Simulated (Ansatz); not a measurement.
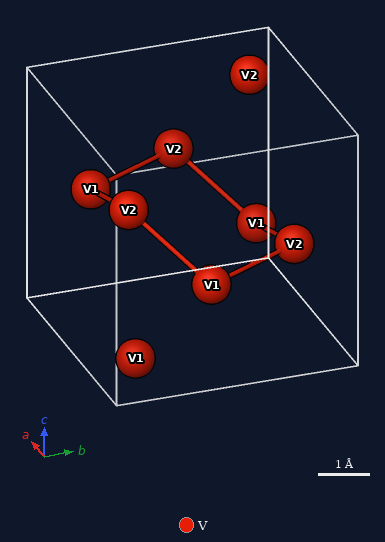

Fig. 1: The structure as given in the input (ball-and-stick view of the cell 4 times as large as that of the calculation, set on its symmetry axes, seen at an oblique angle; atoms are numbered from 1 in the order of the input). Near neighbours in the crystal (not all of them lie inside the picture): V has 4 V at 2.21 Å.

## V: single-point calculation

V (2 atoms in the cell), computed with DFT, LDA (PW92), plane waves (420 eV) with PAW, scalar-relativistic, no spin polarisation (Ansatz 0.2.0).

Figures and captions count atoms from 1; the log counts them from 0 in places.

### The program's output
```
Warning: [file] the record states the generating functional pbe (its physics header spells it `PBE`), which answers neither for hamiltonian.xc's functional nor for the lda family's — results may be inconsistent (PPs are generated against a specific XC)
Engine: ansatz 0.2.0, aarch64-unknown-linux-gnu
Pseudopotentials: kind: paw
Pseudopotential: V, paw, valence charge 13, recommended cutoff 420 eV (normal), [file]
Functional definition: SPW92
  exchange = slater_x
  correlation = pw_c
Crystal: 2 atoms, lattice volume = 33.198 Å³
Basis set: ecut = 420 eV, 645 PW (Γ)
Bands: 17, of which v1, the nominal top of the filled ones, is band 13 counted from 1 (12 counted from 0)
Symmetry: 48 space group operations
Space group: Fd-3m (ITA 227), of the structure as read, at distance tolerance 3.2e-5 Å
k-points: 165 of 4913
Non-local potential: V, projectors of the file, l = 0: 3, l = 1: 2, l = 2: 3, l = 3: 1
PAW form: soft (Blöchl's): semilocal exchange-correlation on the pseudo side does not see the compensation charge
PAW frozen core: V, regenerated for the run's functional, and the local potential with it (the file was generated under x = pbe(κ = 0.804, μ = 0.2195149727645171), c = pbe(β = 0.06672455060314922))
PAW one-centre angular grid: V, 590 points (default); XC on 64 Gauss nodes
Initial density: superposition of atomic densities (neutral atoms: chi_scale 0, normalization atom), corrected by the library's trained network
Initial wavefunctions: pseudopotential atomic-orbital guess
Functional: x = slater, c = lda
SCF iter   1: F=—  HF=-5716.158021 eV  |F-HF|=—  |Δ(HF+E_count)|=         —  Δρ=1.39e-2  dr2=3.27e-2  ethr=1.77e-3  ⟨swp⟩=3.2  Hψ=11197  notcnv=0
preconditioner: auto → Kerker (q_TF=auto, 2.619 Å⁻¹)  [metal: Δε(μ)=0.011 eV  Ē_g=2.839 eV  σ=0.100 eV  W_gap=0.03  n_scr=14 (ndim 8)  ℏωp=20.4 eV  f_vac=0.000  D(μ)=4.17/eV (n_scr^D=58)]
SCF iter   2: F=—  HF=-5716.152309 eV  |F-HF|=—  |Δ(HF+E_count)|=   5.71e-3  Δρ=6.73e-3  dr2=7.36e-3  ethr=1.26e-4  ⟨swp⟩=1.2  Hψ=4171  notcnv=0
SCF iter   3: F=—  HF=-5716.151945 eV  |F-HF|=—  |Δ(HF+E_count)|=   3.64e-4  Δρ=1.32e-3  dr2=4.11e-4  ethr=2.83e-5  ⟨swp⟩=2.2  Hψ=3455  notcnv=0
SCF iter   4: F=—  HF=-5716.151952 eV  |F-HF|=—  |Δ(HF+E_count)|=   6.67e-6  Δρ=2.63e-4  dr2=2.02e-5  ethr=1.58e-6  ⟨swp⟩=2.2  Hψ=3364  notcnv=0
SCF iter   5: F=—  HF=-5716.151956 eV  |F-HF|=—  |Δ(HF+E_count)|=   4.36e-6  Δρ=7.92e-5  dr2=2.49e-6  ethr=7.76e-8  ⟨swp⟩=2.3  Hψ=5004  notcnv=0
SCF iter   6: F=-5716.151956 eV  HF=-5716.151956 eV  |F-HF|=2.37e-8  |Δ(HF+E_count)|=   2.59e-7  Δρ=1.17e-5  dr2=2.93e-8  ethr=3.85e-10  ⟨swp⟩=1.3  Hψ=7080  notcnv=0
SCF 1 converged in 6 iterations: F = -5716.151956 eV  dr2 = 2.93e-8
  greatest PAW one-centre occupation: 0.999 electrons in one spin orbital (limit 2), on the V atom at site 1 (counted from 0), in its partial waves of l = 0
```

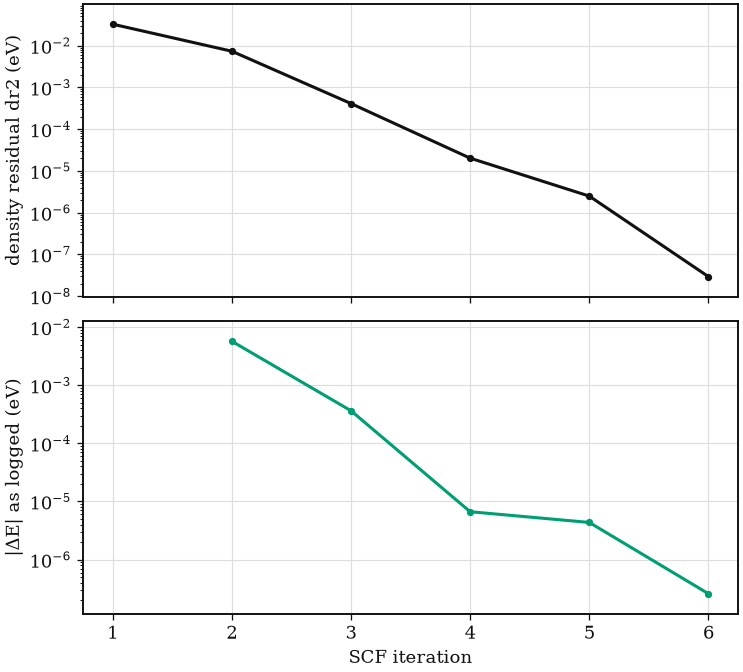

Fig. 2: Convergence of the self-consistent field: density residual dr2 and size of the energy change against the SCF iteration. The residual falls at every step.

```
SCF converged after 6 iterations
Free energy (F): -5716.151956 eV
Harris-Foulkes:  -5716.151956 eV  (|F-HF|=2.37e-8)
Internal energy: -5716.013958 eV  (E = F + TS)
E sigma→0 (E₀):  -5716.082957 eV
Entropy (-TS):   -0.137998 eV (-68.999 meV/atom)
Fermi energy:    12.586353 eV
--- Per-component energies (eV) ---
  E_band       = -381.726670
  E_kinetic    = 678.256162
  E_local      = -2485.373028  (includes V_loc(G=0)·N_el)
  E_nonlocal   = -67.279151
  E_hartree    = 1115.792933
  E_xc         = -256.229571
  E_vxc        = -326.608934  (∫ρ·V_xc dr)
  E_paw        = -2132.388294  (= ΣΔE_a)
  E_vpaw       = -412.305959  (= ΣTr[D̂ρ^β])
  E_aug_tail   = 0.000560  (compensation charges beyond the density's cutoff)
  E_ewald      = -2569.485869
  E_core_change = 0.692300  (= ΣΔE_core)
  E_smearing   = -0.137998  (= −TS)
  E_closure    = -0.000000  (closes the sum)
  Σ components = -5716.151956   (vs F -5716.151956, Δ=0.00e0)
--- Band table (eV; the first three rows and the last of 165) ---
  k-point 0: bands = ["-50.5610", "-49.6395", "-24.9605", "-24.9605", "-24.9605", "-23.8275", "-23.8275", "-23.8275", "7.0650", "11.1812", "11.1812", "11.9524", "11.9524", "11.9524", "14.2441", "14.2441", "14.2441"]
  k-point 1: bands = ["-50.5553", "-49.6456", "-24.9661", "-24.9661", "-24.9612", "-23.8273", "-23.8216", "-23.8216", "7.1353", "11.1402", "11.1402", "11.9540", "12.0200", "12.0200", "14.1719", "14.2338", "14.2338"]
  k-point 2: bands = ["-50.5386", "-49.6635", "-24.9819", "-24.9819", "-24.9633", "-23.8267", "-23.8051", "-23.8051", "7.3426", "11.0590", "11.0590", "11.9639", "12.1694", "12.1694", "13.9609", "14.2150", "14.2150"]
  k-point 164: bands = ["-50.1401", "-50.0774", "-25.2754", "-25.2539", "-24.4487", "-24.3344", "-23.5336", "-23.5165", "9.8711", "9.9485", "12.2701", "12.4384", "12.9828", "13.0774", "13.3578", "13.5109", "16.8311"]
```

The run was set up as follows.

### Input
```yaml
crystal:
  lattice:
    - [0.0, 2.5508972696, 2.5508972696]
    - [2.5508972696, 0.0, 2.5508972696]
    - [2.5508972696, 2.5508972696, 0.0]
  atoms:
    - { symbol: V, position: [0.125, 0.125, 0.125] }
    - { symbol: V, position: [0.875, 0.875, 0.875] }
hamiltonian:
  xc: lda
  pseudopotentials:
    kind: paw
    azcp:
      V: "pseudopotentials/V.paw.azcp"
basis:
  ecutwfc: 420
  fft_grid_basis: typed
kpoints:
  mp_grid: { grid: [17, 17, 17], shift: [0, 0, 0] }
magnetization:
  spin_polarized: false
scf:
  occupations: { method: fermi_dirac, width: 0.1 }
output:
  write_density: true
  write_potential: true
  elf: true
  volumetric_format: npy
```

### Key numbers

```json
{"quantity": "outcome", "value": "converged"}
{"quantity": "space group (tolerance 0.01 Å)", "value": "Fd-3m (227)"}
{"quantity": "electrons treated", "value": "26"}
{"quantity": "free energy", "value": "−5716.1520 eV"}
{"quantity": "Fermi energy", "value": "12.586 eV"}
{"quantity": "hardware", "value": "2 threads of an Arm (aarch64) CPU, shared host"}
{"quantity": "wall time", "value": "2.2 s (CPU time 4.2 s)"}
{"quantity": "peak memory", "value": "0.35 GiB"}
```

Warnings of the run: the PAW datasets were made with another functional. The run has no spin polarisation, so a magnetic state may lie lower.
